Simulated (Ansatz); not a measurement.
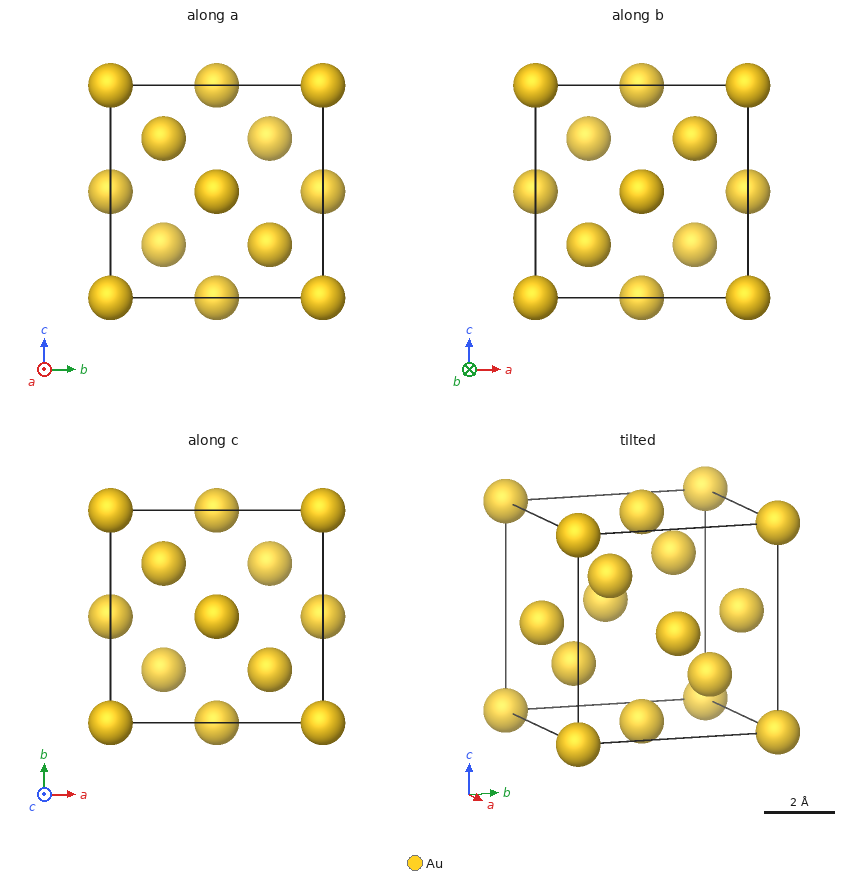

Structure drawing (spheres-only), viewed along the a axis, along the b axis, along the c axis and slightly off an axis. The wireframe shows the conventional unit cell.

Lattice parameters: a = 6.1352 Å, b = 6.1352 Å, c = 6.1352 Å, α = 90.000°, β = 90.000°, γ = 90.000°.

### Express the structure as a CIF with its space group and independent sites.

```cif
data_structure
_symmetry_space_group_name_H-M 'F d -3 m :1'
_symmetry_Int_Tables_number 227
_cell_length_a 6.1352
_cell_length_b 6.1352
_cell_length_c 6.1352
_cell_angle_alpha 90.000
_cell_angle_beta 90.000
_cell_angle_gamma 90.000
_cell_volume 230.94
loop_
_atom_site_label
_atom_site_type_symbol
_atom_site_symmetry_multiplicity
_atom_site_Wyckoff_symbol
_atom_site_fract_x
_atom_site_fract_y
_atom_site_fract_z
_atom_site_occupancy
Au1 Au 8 a 0.2500 0.7500 0.7500 1
```

Its origin is a structure type filled with this element by a generator (whether the element takes this form wasn't checked). Earlier steps of the study may have refined or changed the cell and positions. A calculation with Ansatz used it as input.

At this level of theory the cell isn't at rest (compressed, at 4 GPa), so its distances can differ from those at equilibrium, the more so the softer the solid.
